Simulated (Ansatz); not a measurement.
## Run report: Al, geometry relaxation

System: Al (2 atoms in the cell).
Method: DFT r2SCAN, scalar-relativistic, plane waves, PAW, no spin polarisation (Ansatz 0.2.0).

The structure derives from a Materials Project entry. It belongs to a series of runs on one base structure; here: film's bulk on the substrate's plane, third vector and atoms relaxed. Figures and captions count atoms from 1; the log counts them from 0 in places.

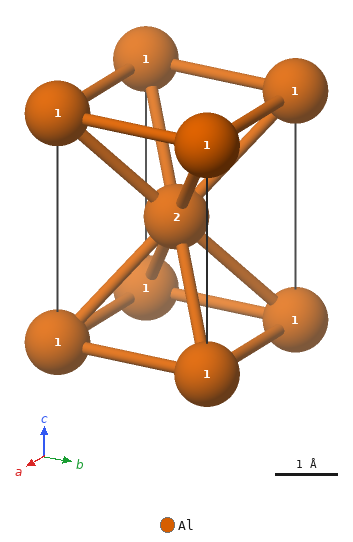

Figure 1. The input geometry (ball-and-stick view of the reduced cell, seen at an oblique angle; atoms are numbered from 1 in the order of the input).

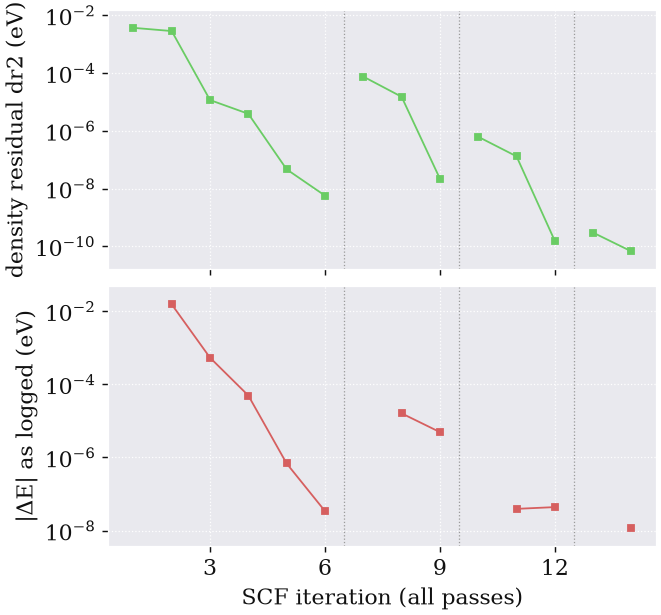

Figure 2. Convergence of the self-consistent field: density residual dr2 and size of the energy change against the SCF iteration. The dotted lines part the SCF passes of the relaxation: geometry steps, rejected trials and re-solves on a re-selected basis. The passes take 6, 3, 3 and 2 iterations.

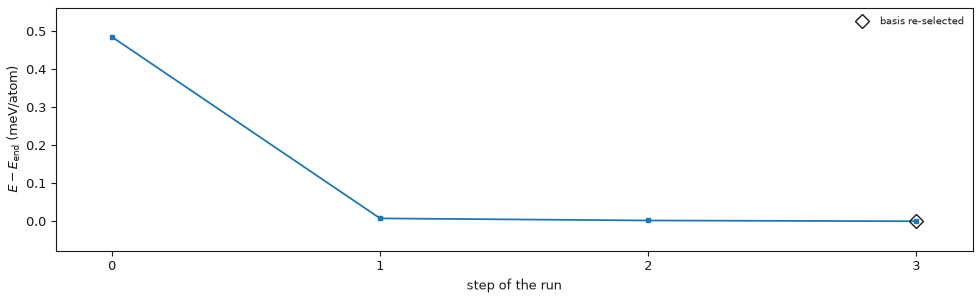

Figure 3. Progress of the relaxation, step by step (the first geometry is step 0 here and step 1 in the log).

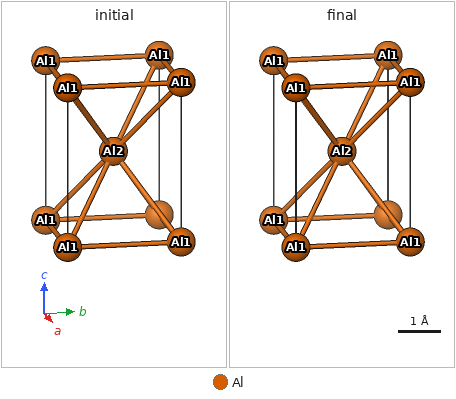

Figure 4. Before (left) and after (right) the relaxation, at one scale (ball-and-stick view of the reduced cell, seen slightly off an axis). The atoms keep their places relative to the cell (all moves are under 0.005 Å). Cell: a 2.822 → 2.820 Å (−0.1 %), b 2.822 → 2.841 Å (+0.7 %), c stays at 4.006 Å, γ 90.4° → 90.1°. Volume +0.6 %. Distances before and after: Al1–Al1 2.822 → 2.841 Å, Al1–Al2 2.822 → 2.830 Å. The space group (tolerance 0.01 Å) goes from I4/mmm (No. 139) to Immm (No. 71). After 2 geometry steps the energy has fallen by 0.5 meV per atom. All forces vanish by symmetry, so only the cell relaxes. Pressure: −0.13 GPa at the start and −0.64 GPa at the end. A last SCF at the same geometry on a re-selected plane-wave basis shifts the energy by next to nothing (0.0 meV per atom). (Atoms are counted from 1 in the order of the input.)

The input and output of the run follow.

## Input file
```yaml
crystal:
  lattice:
    - [4.0056786547, 0.0, 0.0]
    - [0.0, 4.0056786547, 0.0]
    - [-2.0028393274, 0.0, 1.9885679692]
  atoms:
    - { symbol: Al, position: [0.0, 0.0, 0.0] }
    - { symbol: Al, position: [0.5, 0.5, 0.0] }
basis:
  ecutwfc: 500
kpoints:
  mp_grid: { grid: [9, 9, 17] }
hamiltonian:
  xc: r2scan
scf:
  occupations: { method: gaussian, width: 0.1 }
output:
  forces: true
  stress: true
  eigenvalues: true
relax:
  adjacent_minimum: "off"
  f_tol: 0.01
  max_steps: 50
  cell: { fix: [a, b, gamma], stress_tol: 0.1 }
```

Launched with:
```bash
ansatz run input.yaml --threads 8 --pin off --max-ram 20480MiB --backend cpu --events-out ev --progress --plain --runs-dir out
```

## The program's output
```
Warning: crystal.symmetry: narrowed to the stabiliser of the k-point mesh — unitary ops 16 → 8; excluded 8 operations that carry a point of the 9×9×17 mesh (shift [0, 0, 0]) off the mesh (the run samples exactly the mesh kpoints.mp_grid names, as under crystal.symmetry.detect: false, and its converged state has the mesh's symmetry, not the crystal's; ε∞, the Born charges and the force constants of a linear response (`dielectric:` by the response, `phonons.method: dfpt`) are averaged over those of the crystal's operations that the state keeps within a tolerance, where `mesh_tensors`, `unaveraged_element` or `gamma_mean_max_change_ev_ang2` stands beside them; a row that `dielectric.field_direction` solves alone is averaged likewise, with nothing beside; a Γ-centred mesh of equal divisions is mapped onto itself by every operation and keeps the whole group, as does a half-shifted one under kpoints.further_shifts: images)
Engine: ansatz 0.2.0, x86_64-unknown-linux-gnu
Pseudopotentials: kind: paw
Pseudopotential: Al, paw, valence charge 3, recommended cutoff 500 eV (meta_gga), Al.paw.azcp
Functional definition: r2SCAN
  parameter k0 = 0.174
  parameter k1 = 0.065
  parameter a1 = 4.9479
  exchange = r2scan_x(k0 = k0, k1 = k1, a1 = a1)
  correlation = r2scan_c
Crystal: 2 atoms, lattice volume = 31.907 Å³
Basis set: ecut = 500 eV, 815 PW (Γ), exchange–correlation on 120×120×96 points (64 copies of the dense FFT grid, shifted against one another)
Bands: 7, of which v1, the nominal top of the filled ones, is band 3 counted from 1 (2 counted from 0)
Symmetry: 8 space group operations
k-points: 385 of 1377
Non-local potential: Al, projectors of the file, l = 0: 2, l = 1: 2, l = 2: 1
PAW form: soft (Blöchl's): semilocal exchange-correlation on the pseudo side does not see the compensation charge
PAW frozen core: Al, regenerated for the run's functional (the file was generated under x = pbe(κ = 0.804, μ = 0.2195149727645171), c = pbe(β = 0.06672455060314922))
PAW one-centre angular grid: Al, 302 points (default); XC on 160 Gauss nodes
Initial density: superposition of atomic densities (neutral atoms: chi_scale 0, normalization atom), corrected by the library's trained network
Initial wavefunctions: pseudopotential atomic-orbital guess
Functional: x = r2scan, c = r2scan; τ floored in thin density (d = 2e-4 eV/Å³)
SCF iter   1: F=—  HF=-1080.802676 eV  |F-HF|=—  |Δ(HF+E_count)|=         —  Δρ=3.26e-3  dr2=3.72e-3  dr2_τ=9.80e-3  ethr=1.77e-3  ⟨swp⟩=5.1  Hψ=21461  notcnv=0
preconditioner: auto → none  [metal: Δε(μ)=0.052 eV  Ē_g=9.813 eV  σ=0.100 eV  W_gap=0.27  n_scr=2 (ndim 8)  ℏωp=16.1 eV  f_vac=0.000  D(μ)=0.71/eV (n_scr^D=2)  sad-step TF]
SCF iter   2: F=—  HF=-1080.818113 eV  |F-HF|=—  |Δ(HF+E_count)|=   1.54e-2  Δρ=2.85e-3  dr2=2.88e-3  dr2_τ=8.15e-6  ethr=6.19e-5  ⟨swp⟩=2.0  Hψ=8401  notcnv=0  defer=67
SCF iter   3: F=—  HF=-1080.817577 eV  |F-HF|=—  |Δ(HF+E_count)|=   5.36e-4  Δρ=2.83e-4  dr2=1.17e-5  dr2_τ=2.64e-6  ethr=4.80e-5  ⟨swp⟩=1.0  Hψ=2628  notcnv=0  defer=67
SCF iter   4: F=—  HF=-1080.817627 eV  |F-HF|=—  |Δ(HF+E_count)|=   4.94e-5  Δρ=1.27e-4  dr2=3.90e-6  dr2_τ=1.69e-7  ethr=1.95e-7  ⟨swp⟩=2.0  Hψ=3787  notcnv=0  defer=67
iter 5 did not close the SCF: its close was put off for the readings that it lacked (scf_convergence_deferred on its scf_iter line)
SCF iter   5: F=-1080.817628 eV  HF=-1080.817628 eV  |F-HF|=3.27e-8  |Δ(HF+E_count)|=   6.84e-7  Δρ=1.42e-5  dr2=4.65e-8  dr2_τ=3.57e-10  ethr=6.49e-8  ⟨swp⟩=2.5  Hψ=3790  notcnv=0  defer=67
SCF iter   6: F=-1080.817628 eV  HF=-1080.817628 eV  |F-HF|=9.61e-10  |Δ(HF+E_count)|=   3.42e-8  Δρ=4.42e-6  dr2=5.71e-9  dr2_τ=2.49e-11  ethr=7.74e-10  ⟨swp⟩=2.7  Hψ=9248  notcnv=0
SCF 1 converged in 6 iterations: F = -1080.817628 eV  dr2 = 5.71e-9
  greatest PAW one-centre occupation: 0.436 electrons in one spin orbital (limit 2), on the Al atom at site 1 (counted from 0), in its partial waves of l = 0
relax step   1: F+E_penalty+E_count = -1080.81762759 eV  Δ(F+E_penalty+E_count) = +0.000e0 eV  max|allowed force component| = 4.930e-32 eV/Å  Δτ_max = 0.0000 Å  P = -0.132 GPa  Ω = 31.907 Å³  fix = [a, b, gamma]  reactions: a -0.331, b -1.015 GPa  (6 SCF iters, dr2 threshold 1.00e-7 eV, accepted)
Crystal: 2 atoms, lattice volume = 32.112 Å³
Initial density: handed on by an earlier stage of this run
Initial wavefunctions: those handed on with the density
iter 1 solved again at ethr=1.39e-6 eV; its pass at ethr=3.10e-3 eV (dr2=8.33e-5 eV) is discarded
SCF iter   1: F=—  HF=-1080.818604 eV  |F-HF|=—  |Δ(HF+E_count)|=         —  Δρ=4.48e-4  dr2=7.61e-5  dr2_τ=7.72e-6  ethr=1.39e-6  ⟨swp⟩=2.5  Hψ=24666  notcnv=0
preconditioner: auto → none  [metal: Δε(μ)=0.004 eV  Ē_g=9.777 eV  σ=0.100 eV  W_gap=0.02  n_scr=2 (ndim 8)  ℏωp=16.1 eV  f_vac=0.000  D(μ)=0.68/eV (n_scr^D=2)]
SCF iter   2: F=—  HF=-1080.818588 eV  |F-HF|=—  |Δ(HF+E_count)|=   1.61e-5  Δρ=2.03e-4  dr2=1.52e-5  dr2_τ=2.92e-8  ethr=1.27e-6  ⟨swp⟩=1.2  Hψ=2853  notcnv=0
SCF iter   3: F=-1080.818583 eV  HF=-1080.818583 eV  |F-HF|=1.47e-8  |Δ(HF+E_count)|=   4.94e-6  Δρ=9.30e-6  dr2=2.20e-8  dr2_τ=8.27e-10  ethr=3.33e-9  ⟨swp⟩=3.4  Hψ=9806  notcnv=0
SCF 2 converged in 3 iterations: F = -1080.818583 eV  dr2 = 2.20e-8
relax step   2: F+E_penalty+E_count = -1080.81858270 eV  Δ(F+E_penalty+E_count) = -9.551e-4 eV  max|allowed force component| = 9.861e-32 eV/Å  Δτ_max = 0.0000 Å  P = -0.701 GPa  Ω = 32.112 Å³  energy of the carried Pulay correction = -4.439e-6 eV  fix = [a, b, gamma]  reactions: a -0.675, b -1.313 GPa  (3 SCF iters, dr2 threshold 2.00e-7 eV, accepted)
Crystal: 2 atoms, lattice volume = 32.090 Å³
iter 1 solved again at ethr=1.11e-8 eV; its pass at ethr=3.10e-3 eV (dr2=6.64e-7 eV) is discarded
SCF iter   1: F=—  HF=-1080.818594 eV  |F-HF|=—  |Δ(HF+E_count)|=         —  Δρ=4.04e-5  dr2=6.24e-7  dr2_τ=8.02e-8  ethr=1.11e-8  ⟨swp⟩=2.4  Hψ=23959  notcnv=0
preconditioner: auto → none  [metal: Δε(μ)=0.010 eV  Ē_g=9.781 eV  σ=0.100 eV  W_gap=0.06  n_scr=2 (ndim 8)  ℏωp=16.1 eV  f_vac=0.000  D(μ)=0.68/eV (n_scr^D=2)]
SCF iter   2: F=—  HF=-1080.818594 eV  |F-HF|=—  |Δ(HF+E_count)|=   3.93e-8  Δρ=1.88e-5  dr2=1.31e-7  dr2_τ=2.24e-10  ethr=1.04e-8  ⟨swp⟩=2.0  Hψ=3832  notcnv=0
SCF iter   3: F=-1080.818594 eV  HF=-1080.818594 eV  |F-HF|=1.34e-10  |Δ(HF+E_count)|=   4.39e-8  Δρ=7.16e-7  dr2=1.53e-10  dr2_τ=9.63e-12  ethr=7.21e-10  ⟨swp⟩=4.0  Hψ=7214  notcnv=0
SCF 3 converged in 3 iterations: F = -1080.818594 eV  dr2 = 1.53e-10
relax step   3: F+E_penalty+E_count = -1080.81859415 eV  Δ(F+E_penalty+E_count) = -1.145e-5 eV  max|allowed force component| = 3.698e-32 eV/Å  Δτ_max = 0.0000 Å  P = -0.642 GPa  Ω = 32.090 Å³  energy of the carried Pulay correction = -3.966e-6 eV  fix = [a, b, gamma]  reactions: a -0.643, b -1.280 GPa  (3 SCF iters, dr2 threshold 4.32e-8 eV, accepted)
Initial wavefunctions: pseudopotential atomic-orbital guess (no wavefunctions were taken with the density)
iter 1 solved again at ethr=3.44e-9 eV; its pass at ethr=3.10e-3 eV (dr2=2.06e-7 eV) is discarded
SCF iter   1: F=—  HF=-1080.818598 eV  |F-HF|=—  |Δ(HF+E_count)|=         —  Δρ=4.31e-6  dr2=2.97e-10  dr2_τ=1.60e-10  ethr=3.44e-9  ⟨swp⟩=3.2  Hψ=29863  notcnv=0
preconditioner: auto → none  [metal: Δε(μ)=0.010 eV  Ē_g=9.781 eV  σ=0.100 eV  W_gap=0.05  n_scr=2 (ndim 8)  ℏωp=16.1 eV  f_vac=0.000  D(μ)=0.68/eV (n_scr^D=2)]
SCF iter   2: F=-1080.818598 eV  HF=-1080.818598 eV  |F-HF|=3.99e-9  |Δ(HF+E_count)|=   1.18e-8  Δρ=2.16e-6  dr2=6.64e-11  dr2_τ=6.65e-11  ethr=1.33e-12  ⟨swp⟩=3.1  Hψ=12101  notcnv=0
SCF 4 converged in 2 iterations: F = -1080.818598 eV  dr2 = 6.64e-11
relax step   4: F+E_penalty+E_count = -1080.81859792 eV  Δ(F+E_penalty+E_count) = -3.776e-6 eV  max|allowed force component| = 2.219e-31 eV/Å  Δτ_max = 0.0000 Å  P = -0.642 GPa  Ω = 32.090 Å³  fix = [a, b, gamma]  reactions: a -0.643, b -1.280 GPa  stress off target by 4.87e-3 GPa on what of the cell is left free  SCF on the basis re-selected at this cell (its energy is not comparable with the rows above)  (2 SCF iters)
basis re-selected at this cell: Δ(F+E_penalty+E_count) = -3.776e-6 eV, ΔP = -0.000 GPa vs the last step (what re-selecting the basis moved, of the pressure what is left beyond the Pulay correction that the steps carried, after the strain that the cell walked since its last selection, with what the two solves' SCF thresholds leave and, on support functions, any second-order correction that the steps lacked; it is no measure of the basis error at this ecutwfc). This SCF's stress stands 4.87e-3 GPa from its target on what of the cell is left free (relax.cell.stress_tol is 1.00e-1 GPa) and its largest allowed force component is 2.22e-31 eV/Å (relax.f_tol is 1.00e-2 eV/Å): within both
SCF converged after 2 iterations
Free energy (F): -1080.818598 eV
Harris-Foulkes:  -1080.818598 eV  (|F-HF|=3.99e-9)
Internal energy: -1080.815190 eV  (E = F + TS)
E sigma→0 (E₀):  -1080.816894 eV
Entropy (-TS):   -0.003408 eV (-1.704 meV/atom)
Fermi energy:    8.281562 eV
--- Per-component energies (eV) ---
  E_band       = 20.841400
  E_kinetic    = 46.821076
  E_local      = 21.381488  (includes V_loc(G=0)·N_el)
  E_nonlocal   = 19.190982
  E_hartree    = 0.247276
  E_xc         = -73.720630
  E_vxc        = -62.693591  (∫ρ·V_xc dr)
  E_paw        = -946.209616  (= ΣΔE_a)
  E_vpaw       = -6.803928  (= ΣTr[D̂ρ^β])
  E_aug_tail   = -0.000002  (compensation charges beyond the density's cutoff)
  E_vtau       = 2.450824  (kinetic-family band-sum trace: ∫τ·v_τ [+ j·A + Jᵃ·Aᵃ] dr)
  E_ewald      = -148.405549
  E_core_change = -0.120216  (= ΣΔE_core)
  E_smearing   = -0.003408  (= −TS)
  E_closure    = 0.000000  (closes the sum)
  Σ components = -1080.818598   (vs F -1080.818598, Δ=0.00e0)
--- Forces (eV/Å), atoms counted from 1 ---
  atom   1  Al     0.00000000     0.00000000     0.00000000
  atom   2  Al     0.00000000     0.00000000     0.00000000
  max |Σ_I F_I| component: 1.23e-30 eV/Å
--- Stress (GPa, compression-positive) ---
       -0.643159       0.000000      -0.004998
        0.000000      -1.280078       0.000000
       -0.004998       0.000000      -0.003480
  P = ⅓ Tr σ = -0.6422 GPa (-6.422 kbar)
--- Band table (eV; the first three rows and the last of 385) ---
  k-point 0: bands = ["-3.7696", "5.0266", "6.5961", "13.7395", "14.2765", "14.5665", "18.4711"]
  k-point 1: bands = ["-3.6337", "5.1511", "6.7219", "12.0400", "13.6328", "16.3670", "19.4674"]
  k-point 2: bands = ["-3.2270", "5.5249", "7.0912", "10.2982", "12.2207", "18.8513", "19.1074"]
  k-point 384: bands = ["1.0434", "2.0857", "5.3437", "6.3629", "17.3335", "18.2691", "18.3639"]
--- Relaxed structure (3 steps of the walk, 3 accepted, 1 SCFs on fresh bases) ---
  F+E_penalty+E_count = -1080.81859792 eV   max|allowed force component| = 2.219e-31 eV/Å   (the final SCF, on the basis selected at the relaxed cell)
  cell:  # Å, volume = 32.0903 Å³
    - [4.005651101203503, 1.1181847519147312e-26, 0.014857326353186177]
    - [1.1181770603067871e-26, 4.0056786547, -2.147582425160672e-28]
    - [-1.995449820884049, -5.7181272272790836e-27, 1.9925742472155201]
  atoms:
    - { symbol: Al, position: [0.0, 0.0, 0.0] }
    - { symbol: Al, position: [0.49999999999999994, 0.5, 4.336808689942018e-19] }
```

## Trajectory as extended XYZ (Å, eV, eV/Å), 4 frames, from step=1 to step=4
```
2
Lattice="4.0057 0.0000 0.0000 0.0000 4.0057 0.0000 -2.0028 0.0000 1.9886" Properties=species:S:1:pos:R:3:forces:R:3 step=1 energy=-1080.81763 pressure_GPa=-0.13
Al    0.0000    0.0000    0.0000    0.0000   0.0000   0.0000
Al    2.0028    2.0028    0.0000    0.0000   0.0000   0.0000
2
Lattice="4.0056 0.0000 0.0160 0.0000 4.0057 0.0000 -1.9949 0.0000 1.9934" Properties=species:S:1:pos:R:3:forces:R:3 step=2 energy=-1080.81858 pressure_GPa=-0.70
Al    0.0000    0.0000    0.0000    0.0000   0.0000   0.0000
Al    2.0028    2.0028    0.0080    0.0000   0.0000   0.0000
2
Lattice="4.0057 0.0000 0.0149 0.0000 4.0057 0.0000 -1.9954 0.0000 1.9926" Properties=species:S:1:pos:R:3:forces:R:3 step=3 energy=-1080.81859 pressure_GPa=-0.64
Al    0.0000    0.0000    0.0000    0.0000   0.0000   0.0000
Al    2.0028    2.0028    0.0074    0.0000   0.0000   0.0000
2
Lattice="4.0057 0.0000 0.0149 0.0000 4.0057 0.0000 -1.9954 0.0000 1.9926" Properties=species:S:1:pos:R:3:forces:R:3 step=4 energy=-1080.81860 pressure_GPa=-0.64
Al    0.0000    0.0000    0.0000    0.0000   0.0000   0.0000
Al    2.0028    2.0028    0.0074    0.0000   0.0000   0.0000
```

## Results in brief

| quantity | value |
| --- | --- |
| outcome | converged |
| space group (tolerance 0.01 Å) | I4/mmm (139) → Immm (71) |
| electrons treated | 6 |
| free energy | −1080.8186 eV |
| Fermi energy | 8.282 eV |
| gap on the k-point mesh | none (metallic) |
| pressure | −0.64 GPa |
| final volume | 32.09 Å³ |
| largest force (length of the vector) at the end | under 0.001 eV/Å |
| final cell | a = 4.006 Å, b = 4.006 Å, c = 2.820 Å, α = 90.00°, β = 134.83°, γ = 90.00° |
| hardware | 8 threads of Intel Xeon @ 2.10GHz (Emerald Rapids), 189 GiB of memory available, shared host |
| wall time | 8.8 s (CPU time 52 s) |
| peak memory | 0.6 GiB |

The program warns: the k-point mesh lowers the symmetry that the run can use.
